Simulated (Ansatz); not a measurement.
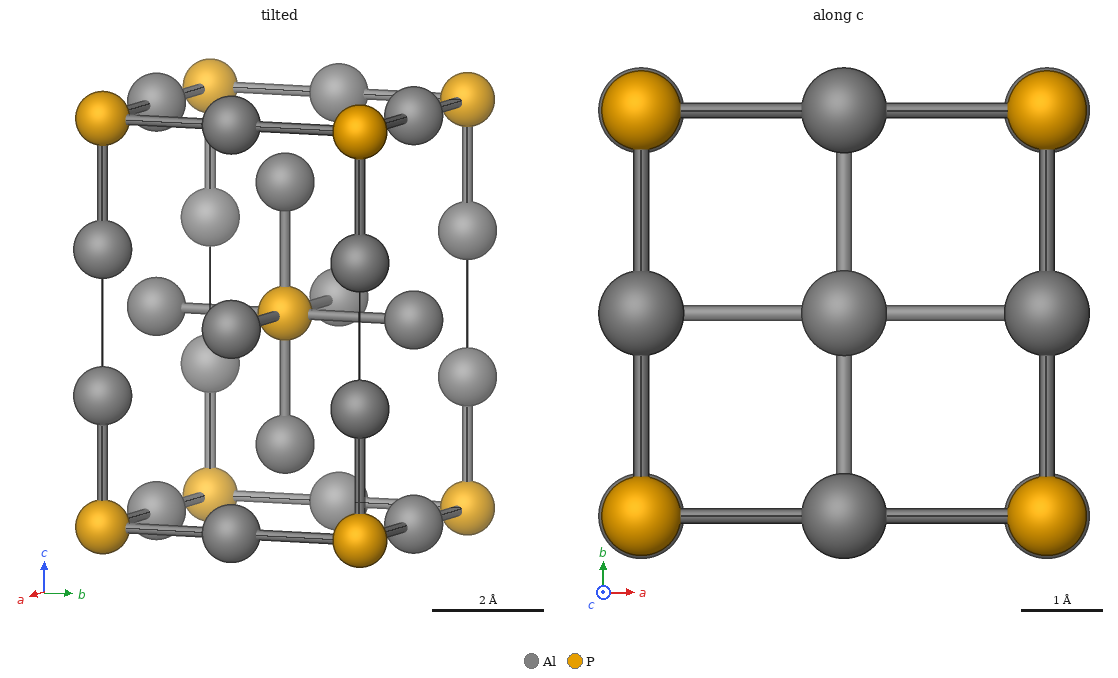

A ball-and-stick picture of a crystal structure, seen slightly off an axis and along the c axis. The frame is the conventional unit cell; atoms at its boundary are shown with their periodic copies. Cell: a = 5.03 Å, b = 5.03 Å, c = 7.43 Å, α = 90.00°, β = 90.00°, γ = 90.00°.

Provenance: a structure type filled with these elements by a generator (whether the compound takes this form wasn't checked). Earlier steps of the study may have refined or changed the cell and positions. An electronic-structure calculation with Ansatz was run on it.

Question: Explain the picture.

Answer: It has the composition Al4P. The atoms follow space group I4/mmm (No. 139); the Bravais lattice is body-centred tetragonal. Cell content 8 Al, 2 P; Z = 2. P bonds to six Al in an octahedral arrangement at about 2.4 to 2.5 Å. Al takes two kinds of site: 4e with one P at about 2.4 Å; 4c with two P in a linear arrangement at about 2.5 Å. Not all metal-metal contacts are counted. The bonds build Al4P layers parallel to (001).

Theory: Ansatz, DFT PBE, scalar-relativistic, plane waves, PAW. Numerical settings: a basis cut at 420 eV, k-points about 0.18 Å⁻¹ apart, Gaussian smearing of 0.1 eV, no spin polarisation.

Question: Metal or not?

Answer: A metal: bands cross the Fermi level.

Question: What net charge does each kind of atom have (Bader)?

Answer: Al +0.45 to +0.75 e; P -2.39 e.

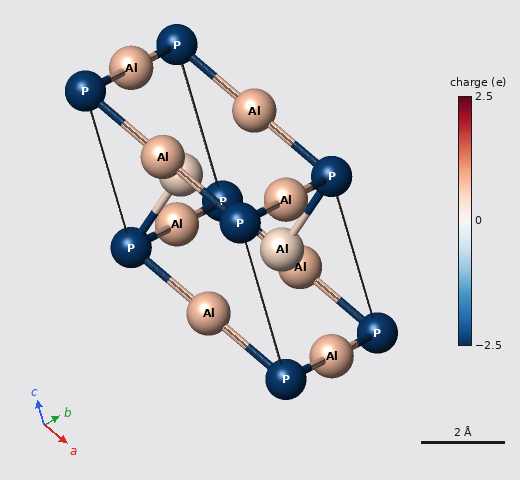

The atoms coloured by those charges. The run's cell of 5 atoms is drawn in a reduced setting, so axes and origin can differ from the first picture.

Question: Is this the optimised geometry for these settings?

Answer: Yes. The largest force is 0.01 eV/Å. The pressure is 0.0 GPa, close to zero.
